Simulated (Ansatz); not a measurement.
Zr₆Si₆O₂₅ (cell with a defect)

```xyz
37
Lattice="0.0000 6.6775 0.0000 -6.6775 0.0000 0.0000 3.3388 -3.3388 9.0352" Properties=species:S:1:pos:R:3 pbc="T T T"
Zr    0.0393   -0.0078    6.0784
Zr   -0.0004    6.6406    0.0500
Zr   -3.3372    3.3729    3.0458
Zr   -0.0044    3.3028    1.5792
Zr   -3.3597    0.0559    4.4914
Zr    0.0343    3.3211    7.5627
Si   -3.3063    3.3041    0.0529
Si   -0.0050   -0.0468    3.0594
Si   -3.3285    3.3767    6.0473
Si   -3.3432   -0.0073    1.5232
Si    0.0371    3.3374    4.5653
Si   -3.4011   -0.0757    7.6503
O     0.2031   -1.2827    8.0468
O     0.0365    5.4215    1.9592
O    -3.4048    2.1862    4.9099
O    -2.1030   -0.0874    0.4664
O     1.2334    3.3531    3.4459
O    -2.1371    0.7264    6.2417
O    -4.5634    0.0146    0.4348
O    -1.2169    3.3255    3.5107
O     2.1586   -0.0316    6.4642
O    -0.0088    1.1933    2.0012
O    -3.3369    4.6143    4.9695
O     0.0114    1.1806    7.9793
O    -4.5706    3.2731    1.0924
O    -1.2311   -0.1080    4.1325
O     2.1457    3.3106    7.1597
O    -3.3177    1.2279    2.6045
O     0.0648    4.5567    5.6579
O    -3.3246    1.1775    8.6792
O    -3.3935    5.4592    2.6187
O     0.1043    2.1089    5.6389
O     3.1455   -1.2728    8.7596
O     1.2195   -0.0031    4.1479
O    -2.0903    3.3695    7.1281
O    -2.1187    3.4026    1.1805
O    -1.9676   -0.6206    6.9101
```

Method: DFT PBE, scalar-relativistic, plane waves, PAW in Ansatz 0.2.0.

Core electrons are frozen (PAW), and the valence fields are smoothed inside the atomic spheres.

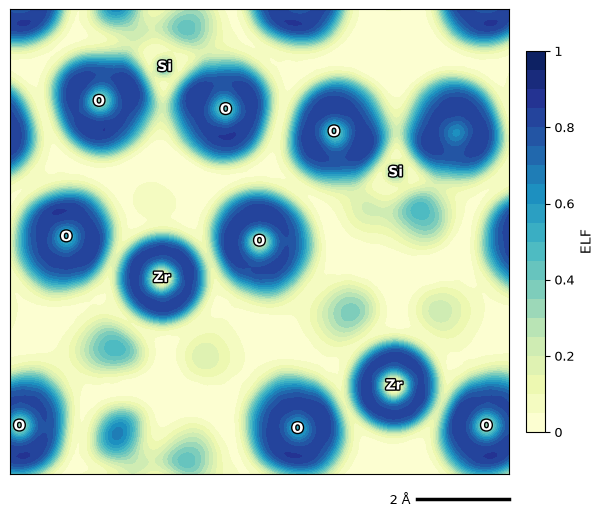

Figure 1. Electron localisation function on the (110) plane of the calculation cell.

Q: Describe what can be read from this map.

A:
- The plane passes through Zr, Si and O nuclei.
- Atoms just off the plane (O, 0.3 Å away) can leave unmarked features too.
- Si–O (1.63 Å): the ELF peaks at about 0.85 between the atoms, as expected for a polar covalent bond.
- Zr–O (2.21 Å): the ELF peaks at about 0.85 in the valence shell of O, 0.6 Å from its nucleus, and drops to about 0.20 between the two atoms; no shared electron pair shows on this line.
- Zr–O (2.28 Å): the ELF peaks at about 0.85 in the valence shell of O, 0.7 Å from its nucleus, and drops to about 0.15 between the two atoms (no shared electron pair shows on this line).
- The features right at Zr lie inside the PAW spheres, where the map follows smoothed inner orbitals and isn't to be read closely.

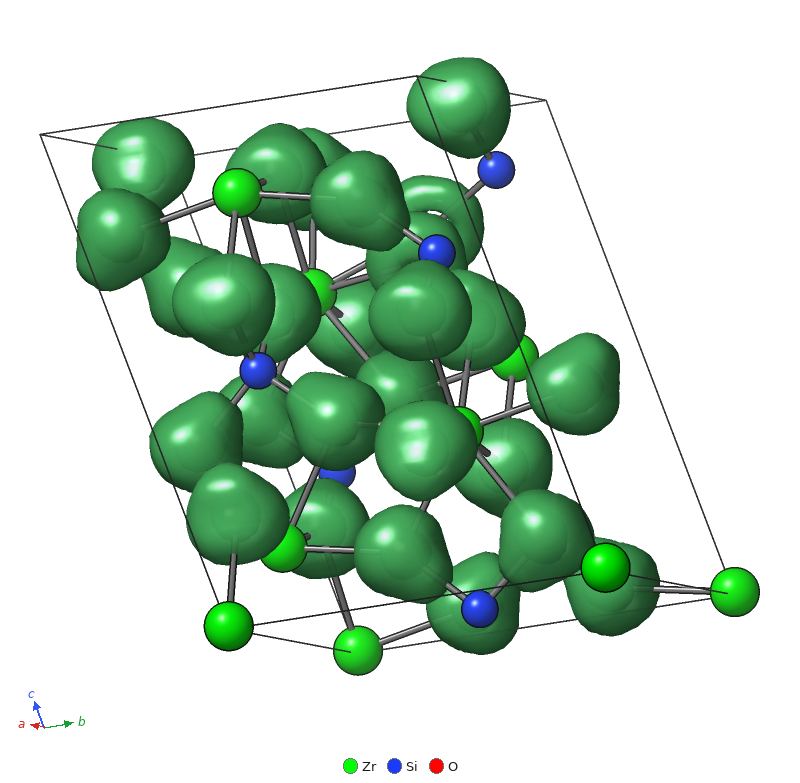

Figure 2. Isosurface of the ELF at 0.75 (green), seen at an oblique angle. Only the valence region is drawn (cores and ρ < 0.01 e/Å³ removed). Sticks mark near contacts.

Q: Describe the localisation domains.

A: The ELF exceeds this value in 24 regions on O in which the atom's valence shell and bonds are merged and one region wrapped around O (its valence shell), counted in one cell of 37 atoms. Regions shared between cells count once. Along the contacts the grid gives the following. O–O (1.51 Å): the ELF peaks at about 0.65 between the atoms. Si–O (1.62 Å): the ELF peaks at about 0.85 between the atoms, as expected for a short, strongly polar bond.

Q: Does the calculation make it a metal, or give it a gap?

A: It is gapped, with a Kohn–Sham gap of 4.0 eV on the k-point mesh, an upper bound to the gap of this method.
